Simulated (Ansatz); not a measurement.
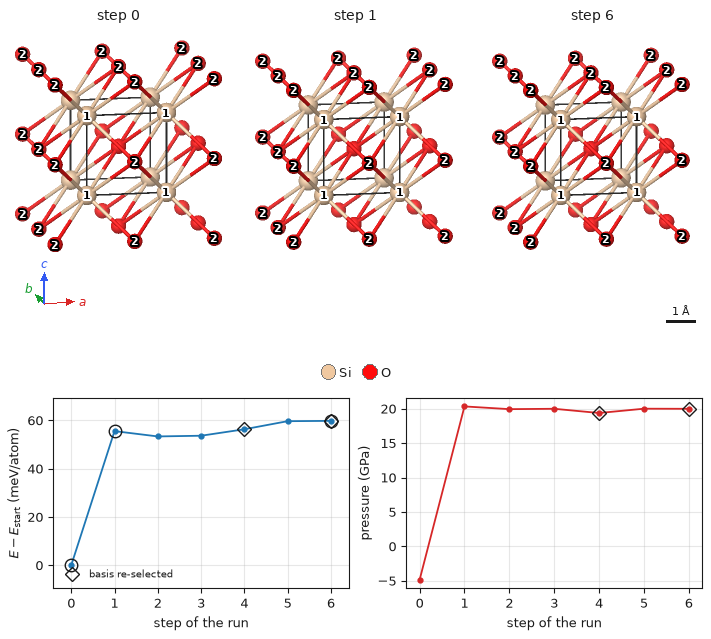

Frames of a relaxation of a crystal of SiO (a generated structure, set up in Pm-3m), marked on the history of the run. A ball-and-stick model of the cell of the calculation, seen slightly off an axis.

The run lets cell and atoms move.

Method: Ansatz 0.2.0, Kohn-Sham DFT of a periodic cell, PBEsol, Ansatz PAW.

The input:
```yaml
crystal:
  lattice:
    - [2.80697, 0.0, 0.0]
    - [0.0, 2.80697, 0.0]
    - [0.0, 0.0, 2.80697]
  atoms:
    - { symbol: Si, position: [0.0, 0.0, 0.0] }
    - { symbol: O, position: [0.5, 0.5, 0.5] }
hamiltonian:
  xc: pbesol
  pseudopotentials: { kind: paw }
kpoints:
  mp_grid: { grid: [9, 9, 9] }
scf:
  occupations: { method: fermi_dirac, width: 0.05 }
output:
  forces: true
  stress: true
  eigenvalues: true
relax:
  f_tol: 0.01
  max_steps: 40
  cell: { stress_tol: 0.05, p_target: 20.0 }
```

Run as
```bash
ansatz run input.yaml --threads 2 --pin off --max-ram 5632MiB --backend cpu --events-out ev --progress --plain --runs-dir out
```

Describe the path.

Answer. No atom moves by more than 0.005 Å relative to the cell. Cell: a = b = c 2.807 → 2.669 Å (−4.9 %). Volume −14.1 %. Among the contacts that change: Si1–O2 2.431 → 2.311 Å. The space group stays Pm-3m (No. 221). After 4 accepted moves (6 points after the start) the energy has risen by 59.8 meV per atom. With the target pressure of 20 GPa, the enthalpy E + pV changes by −134 meV per atom. All forces vanish by symmetry, so only the cell relaxes. Pressure: −4.84 GPa at the start and 20.00 GPa at the end. At 2 points the geometry stayed and the basis and grid were re-selected for the new cell (energy shift of 2.7 meV per atom at most each time). The run took 1.3 s on 2 threads of AMD EPYC 9R45 96-Core Processor (Zen 5), on a shared host, peak memory 0.34 GiB. From step 0 to 1: volume −14.0 %, energy +55.6 meV per atom. From step 1 to 6: volume −0.1 %, energy +4.2 meV per atom.

```tsv
step	E − E(0), meV/atom	pressure, GPa	volume, Å³/atom	note
0	0.00	-4.84	11.058	
1	55.58	20.34	9.515	
2	53.38	19.95	9.533	
3	53.67	20.00	9.530	
4	56.34	19.39	9.530	same geometry, new basis
5	59.69	20.01	9.502	
6	59.82	20.00	9.502	same geometry, new basis
```
